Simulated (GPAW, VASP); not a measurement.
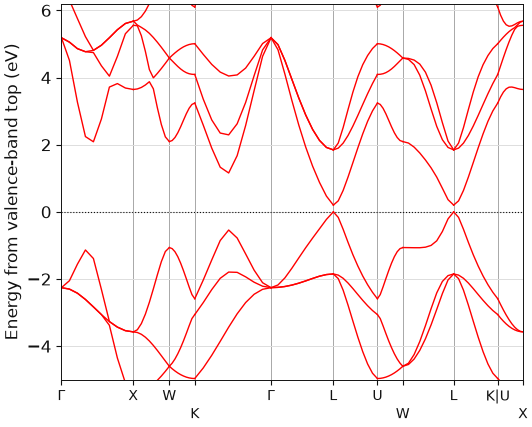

Band structure. Energies are counted from the top of the valence band.

Which system does the plot belong to?
A. rocksalt CaO, space group Fm-3m (No. 225), 2 atoms in the primitive cell (cubic a = 4.807 Å); LDA
B. rocksalt NaCl, space group Fm-3m (No. 225), 2 atoms in the primitive cell (cubic a = 5.588 Å); PBE0
C. rocksalt PbS, space group Fm-3m, 2 atoms in the primitive cell (cubic a = 5.904 Å); PBEsol

C. A semiconductor. The gap along this path is 0.20 eV and direct: both edges lie at L. The top valence level at L is a single band, not degenerate (spin aside). The top valence band spans 3.6 eV and the lowest conduction band 5.0 eV. A face-centred cubic lattice: the path Γ–X–W–K–Γ–L–U–W–L–K|U–X runs through the special points of its Brillouin zone.

Method: PBEsol, VASP PAW PBE potentials, release 64 (Pb_d, S), no spin polarisation, no spin-orbit coupling, 10×10×10 k mesh, 520 eV cutoff (VASP 6.6.1).

The PAW data sets were made with another functional. Spin-orbit coupling is left out, which matters for Pb and can close so small a gap. The cell was built from a pattern and not relaxed, so its bond lengths can be off.
